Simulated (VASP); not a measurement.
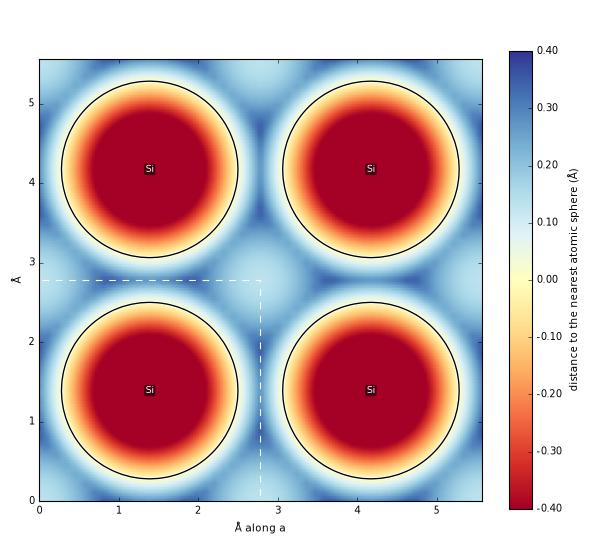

Map of the distance to the nearest atomic sphere in CoSi (Pm-3m, No. 221), computed on the section z = 0.500 (parallel to a and b; the dashed line is one cell). The black line marks the spheres' surfaces; positive values are empty space; unlabelled circles belong to atoms above or below the section.

Atoms are hard spheres with covalent radii (Cordero): Co 1.26 Å, Si 1.11 Å.

Source of the atomic positions: a cell listed in the Materials Project, as set up for an electronic-structure calculation.

```
CELL_PARAMETERS angstrom
2.78133 0.00000 0.00000
0.00000 2.78133 0.00000
0.00000 0.00000 2.78133
ATOMIC_POSITIONS crystal
Co 0.00000 0.00000 0.00000
Si 0.50000 0.50000 0.50000
```

Where is the largest hole in this section, and how large is it?

At 0.000, 0.311, 0.500 (fractional), where the distance reaches 0.38 Å; it is enclosed by 2 Si + 2 Co in a distorted tetrahedral arrangement. It is the largest hole of the crystal.

How much of the crystal lies outside the spheres?

About 34 % of the cell's volume, and 51 % of this section's area.

What can pass through?

The largest sphere that fits anywhere has a diameter of 0.75 Å; the largest that can travel through the crystal, about 0.5 Å.
